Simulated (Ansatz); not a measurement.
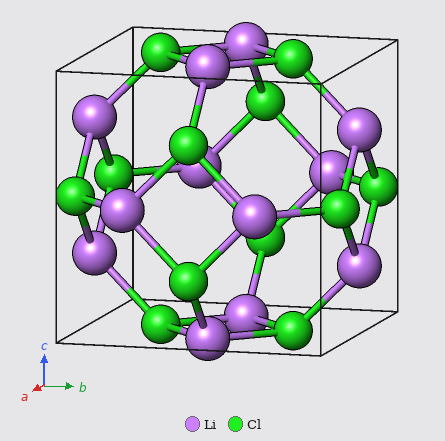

Ball-and-stick drawing of the structure, looking slightly off an axis. Atoms at the boundary of the simulation cell (the box) are drawn once for each face, edge or corner they touch.

Here is the input:
```yaml
crystal:
  lattice:
    - [6.7822671339, 0.0, 0.0]
    - [0.0, 6.7822671339, 0.0]
    - [0.0, 0.0, 6.7822671339]
  atoms:
    - { symbol: Li, position: [0.75, 0.5, 0.0] }
    - { symbol: Li, position: [0.5, 0.0, 0.75] }
    - { symbol: Li, position: [0.0, 0.75, 0.5] }
    - { symbol: Li, position: [0.0, 0.25, 0.5] }
    - { symbol: Li, position: [0.25, 0.5, 0.0] }
    - { symbol: Li, position: [0.5, 0.0, 0.25] }
    - { symbol: Cl, position: [0.5, 0.75, 0.0] }
    - { symbol: Cl, position: [0.75, 0.0, 0.5] }
    - { symbol: Cl, position: [0.0, 0.5, 0.75] }
    - { symbol: Cl, position: [0.25, 0.0, 0.5] }
    - { symbol: Cl, position: [0.0, 0.5, 0.25] }
    - { symbol: Cl, position: [0.5, 0.25, 0.0] }
basis:
  ecutwfc: 500
kpoints:
  mp_grid: { grid: [4, 4, 4] }
  band_path:
    path:
      - [[0.0, 0.0, 0.0], [0.0, 0.5, 0.0], [0.5, 0.5, 0.0], [0.0, 0.0, 0.0], [0.5, 0.5, 0.5], [0.0, 0.5, 0.0]]
      - [[0.5, 0.5, 0.5], [0.5, 0.5, 0.0]]
    npoints: 10
hamiltonian:
  xc: r2scan
scf:
  occupations: { method: gaussian, width: 0.02 }
  n_extra_bands: 30
output:
  forces: true
  stress: true
  eigenvalues: true
  populations: true
  dos: { projected: true, de: 0.02, nscf_kmesh: { grid: [6, 6, 6] } }
  bader: false
  write_density: true
  write_potential: true
  elf: true
  volumetric_format: npy
```
Run as:
```sh
ansatz run input.yaml --threads 1 --pin off --max-ram 2560MiB --backend cpu --events-out ev --progress --plain --runs-dir out
```

Theory: DFT r2SCAN, scalar-relativistic, plane waves, PAW in Ansatz 0.2.0. Numerical settings: an energy cutoff of 500 eV, a 4×4×4 sampling of the Brillouin zone, Gaussian smearing of 0.02 eV, no spin polarisation.

Q: How large a gap does the method give, if there is one?

A: An insulator at this level, with a gap of 5.94 eV, direct.

Q: How far is the cell from zero pressure?

A: The computed pressure is -0.4 GPa (stretched: it would shrink).

It derives from a structure type filled with these elements by a generator (whether the compound takes this form wasn't checked). Earlier steps of the study may have refined or changed the cell and positions. It was run through Ansatz as a DFT input.
